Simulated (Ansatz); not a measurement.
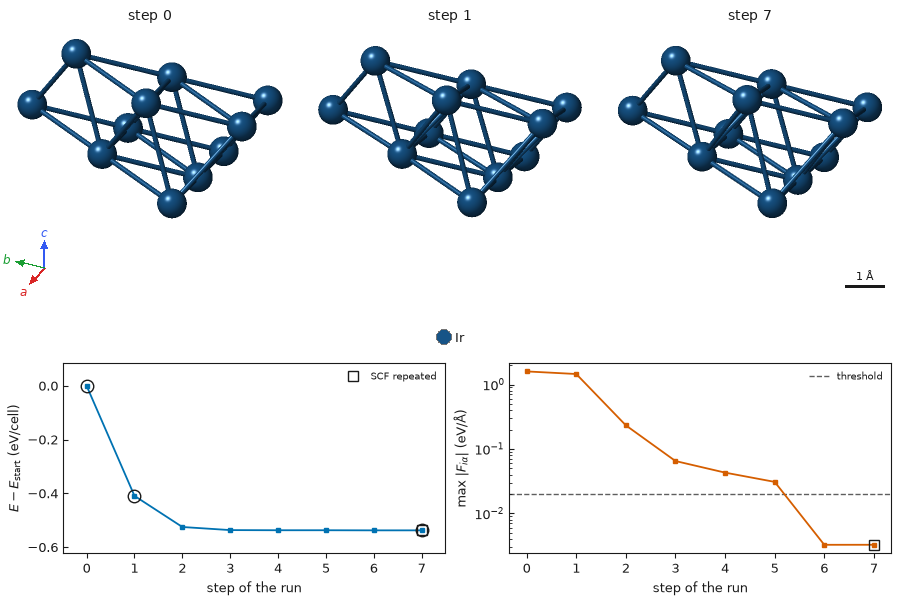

Frames of a constrained relaxation of a slab of composition Ir (cut from the Fm-3m phase), marked on the history of the run. Style: ball-and-stick. Shown: the atoms within 4.2 Å of the atom that moves most (axes of the 1 × 3 repeat of the cell, outlined in the plane, without the vacuum (origin shifted)), from a free direction.

Case: stripe over 2 of 6 cells, two steps. 12 atoms are held fixed.

The calculation used DFT PBE, scalar-relativistic, plane waves, PAW in Ansatz.

Input file:
```yaml
crystal:
  lattice:
    - [16.4218237481, 0.0, 0.0]
    - [0.0, 2.7369706247, 0.0]
    - [0.0, 0.0, 19.7413219545]
  atoms:
    - { symbol: Ir, position: [0.0, 0.0, 0.0759827535] }
    - { symbol: Ir, position: [0.0833333333, 0.5, 0.1740172465] }
    - { symbol: Ir, position: [0.1666666667, 1.0, 0.0759827535] }
    - { symbol: Ir, position: [0.25, 0.5, 0.1740172465] }
    - { symbol: Ir, position: [0.3333333333, 1.0, 0.0759827535] }
    - { symbol: Ir, position: [0.4166666667, 0.5, 0.1740172465] }
    - { symbol: Ir, position: [0.5, 0.0, 0.0759827535] }
    - { symbol: Ir, position: [0.5833333333, 0.5, 0.1740172465] }
    - { symbol: Ir, position: [0.6666666667, 1.0, 0.0759827535] }
    - { symbol: Ir, position: [0.75, 0.5, 0.1740172465] }
    - { symbol: Ir, position: [0.8333333333, 1.0, 0.0759827535] }
    - { symbol: Ir, position: [0.9166666667, 0.5, 0.1740172465] }
    - { symbol: Ir, position: [0.0, 0.0, 0.2720517395] }
    - { symbol: Ir, position: [0.0833333333, 0.5, 0.3700862325] }
    - { symbol: Ir, position: [0.1666666667, 1.0, 0.2720517395] }
    - { symbol: Ir, position: [0.25, 0.5, 0.3700862325] }
    - { symbol: Ir, position: [0.3333333333, 1.0, 0.2720517395] }
    - { symbol: Ir, position: [0.4166666667, 0.5, 0.3700862325] }
    - { symbol: Ir, position: [0.5, 0.0, 0.2720517395] }
    - { symbol: Ir, position: [0.5833333333, 0.5, 0.3700862325] }
    - { symbol: Ir, position: [0.6666666667, 1.0, 0.2720517395] }
    - { symbol: Ir, position: [0.75, 0.5, 0.3700862325] }
    - { symbol: Ir, position: [0.8333333333, 1.0, 0.2720517395] }
    - { symbol: Ir, position: [0.9166666667, 0.5, 0.3700862325] }
    - { symbol: Ir, position: [0.0, 0.0, 0.4681207254] }
    - { symbol: Ir, position: [0.1666666667, 1.0, 0.4681207254] }
basis:
  ecutwfc: 420
kpoints:
  mp_grid: { grid: [2, 12, 1] }
hamiltonian:
  xc: pbe
scf:
  occupations: { method: gaussian, width: 0.1 }
output:
  forces: true
  eigenvalues: true
  populations: true
  write_density: true
  write_potential: true
  elf: true
  volumetric_format: npy
relax:
  adjacent_minimum: "off"
  f_tol: 0.02
  max_steps: 45
  constraints: [{ sites: [0, 1, 2, 3, 4, 5, 6, 7, 8, 9, 10, 11] }]
efield:
  axis: 3
  dipole_correction: true
  ramp_width: 0.04
```

Launched with:
```bash
ansatz run input.yaml --threads 4 --pin off --max-ram 11264MiB --backend cpu --events-out ev --progress --plain --runs-dir out
```

> Describe the path.

The largest moves, 0.20 Å, are those of Ir25 and Ir26. Ir25 goes at 7° to the normal (−c side). The lattice vectors keep their values. Near-neighbour distances that change, for instance: Ir24–Ir25 2.737 → 2.613 Å, Ir14–Ir25 2.737 → 2.642 Å, Ir13–Ir24 2.737 → 2.811 Å, Ir13–Ir14 2.737 → 2.695 Å. The energy falls by 0.537 eV per cell of the calculation in 6 accepted moves (7 points after the start). Largest force component: 1.6 eV/Å at the start, 0.0033 eV/Å at the end. 1 step only repeated the SCF at the same geometry. From step 0 to 1: Ir atoms move most (0.19 Å), energy −0.409 eV per cell of the calculation. From step 1 to 7: Ir14 moves most (0.08 Å), energy −0.128 eV per cell of the calculation.
